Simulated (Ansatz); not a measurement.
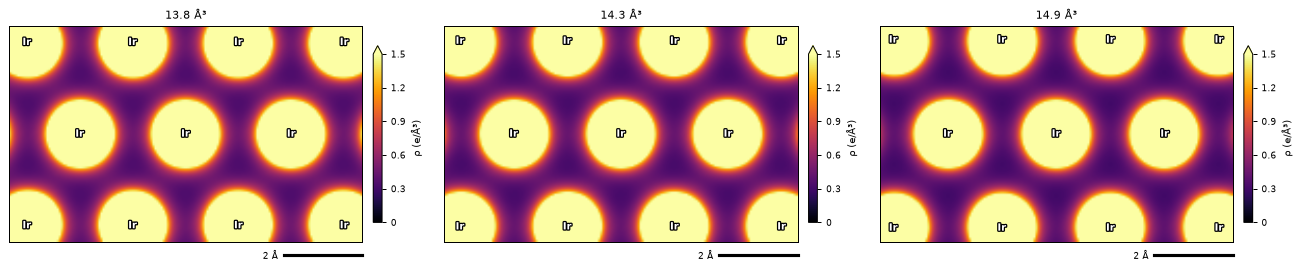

Ir. The valence charge density (pseudo) of cells scaled evenly to different volumes (given per atom above each panel), on the (001) plane of each (indices in the axes of the cell below), at one length scale and on one colour scale.

The calculation used Kohn-Sham DFT of a periodic cell, PBE, Ansatz PAW (Ansatz).

The largest cell:

```
Ir
1.0
     0.00000    1.95317    1.95317
     1.95317    0.00000    1.95317
     1.95317    1.95317    0.00000
Ir
1
Direct
  0.00000 0.00000 0.00000
```

| volume (Å³/atom) | Ir–Ir contact in the plane (Å) | ρ at its midpoint (e/Å³) | pressure (GPa) | 
| --- | --- | --- | --- |
| 13.78 | 2.691 | 0.470 | 19.7 | 
| 14.06 | 2.709 | ? | ? | 
| 14.34 | 2.727 | 0.441 | 3.5 | 
| 14.90 | 2.762 | 0.414 | −9.3 | 

**Estimate the missing row, and compare with the calculation.**

Over the known rows ln ρ falls by 1.79 per Å of Ir–Ir distance (a least-squares line), which gives 0.455 e/Å³ at 2.709 Å; the calculation gives 0.455 e/Å³. For the pressure, a straight line in volume between the neighbouring rows gives 11.6 GPa; the calculation gives 11.2, lower because pressure rises ever faster on compression.
